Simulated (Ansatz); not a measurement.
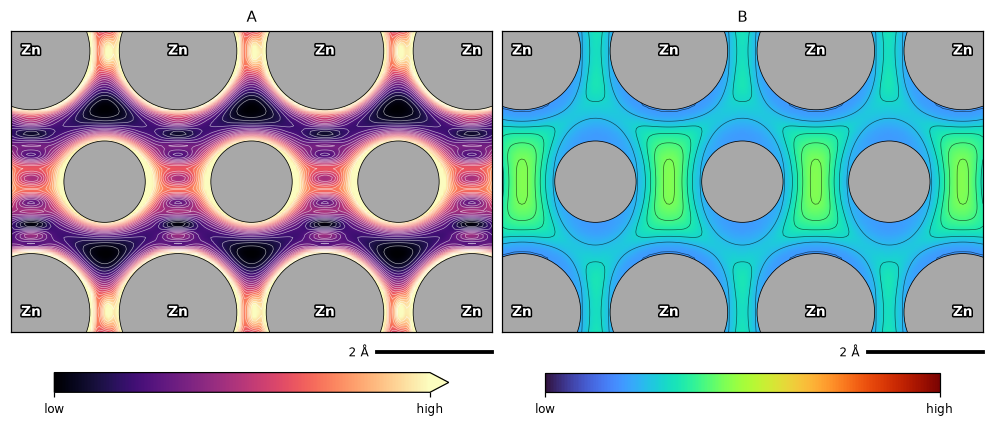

Zn: 2 fields on the (100) plane of the conventional cell, with unlabelled colour scales. Grey discs cover the atomic cores.

Space group P6₃/mmc; changed on purpose from its base cell (strain -0.040 along x and y, -0.080 along z, atoms carried along); computed pressure about 17 GPa in this cell.

Method: DFT PBE, scalar-relativistic, plane waves, PAW (Ansatz 0.2.0).

Question: The panels show electron localisation function and valence pseudo-density in some order. Assign them.

Answer: Panel A: valence pseudo-density. Panel B: electron localisation function. From the grid: Zn–Zn (2.56 Å): ρ at the midpoint is about 0.31 e/Å³; the ELF is about 0.30 at the midpoint.
